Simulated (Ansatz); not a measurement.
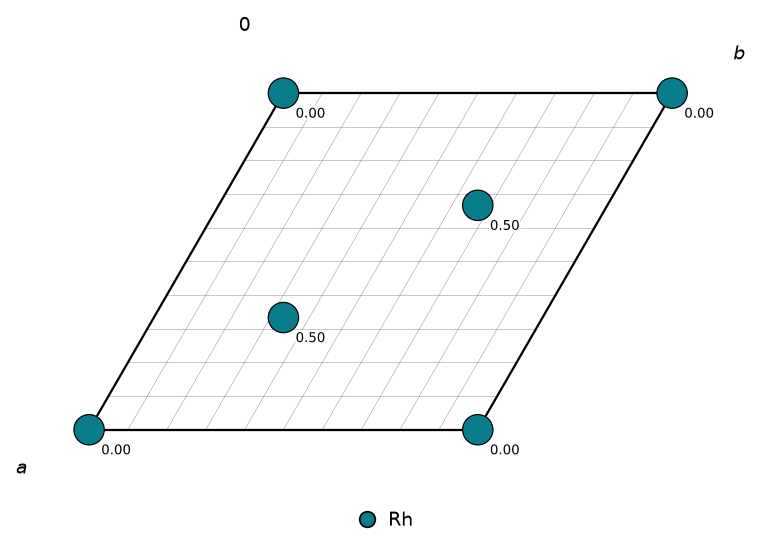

Plan of a unit cell projected along c (a down the page, b across); the numbers are heights as fractions of c, and atoms on the cell's edges are repeated. The grid marks tenths of a and b. Source: coordinates from a relaxation with DFT, revPBE, plane waves (420 eV) with PAW, scalar-relativistic in Ansatz 0.2.0; the starting structure was generated, so it need not be a known form of this composition. Symmetry computed with spglib at a tolerance of 0.002 Å; standard conventional cell.

a = 4.358 Å, b = 4.358 Å, c = 2.675 Å, α = 90.00°, β = 90.00°, γ = 120.00°.

What does the cell contain?

Answer. 3 Rh: Rh, Z = 3.

Give the fractional coordinates of all atoms, to two places.

Answer.
| atom | x | y | z |
| --- | --- | --- | --- |
| Rh | 0.00 | 0.00 | 0.00 |
| Rh | 0.33 | 0.67 | 0.50 |
| Rh | 0.67 | 0.33 | 0.50 |
